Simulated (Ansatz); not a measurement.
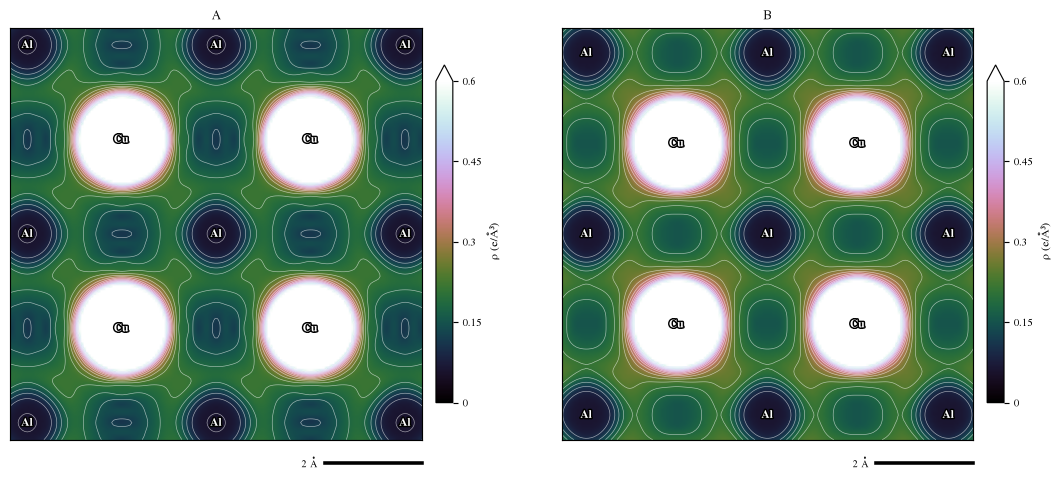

Al3Cu. The valence charge density (pseudo) of two cells that differ in size, on the (010) plane of each (indices in the axes of the calculation cell), at one length scale and on one colour scale: A has 14.7 Å³ an atom and B 12.9.

All numbers below come from Ansatz, DFT r2SCAN, scalar-relativistic, plane waves, PAW.

The density is the valence pseudo-density of a PAW calculation; it isn't the true density close to the nuclei.

Question: What does the compression do to the bonding and the properties?

Answer: From the larger cell to the smaller, Al–Cu goes from 2.75 to 2.64 Å, and the density at its midpoint from 0.22 to 0.27 e/Å³; the pressure goes from 0.0 to 18 GPa.
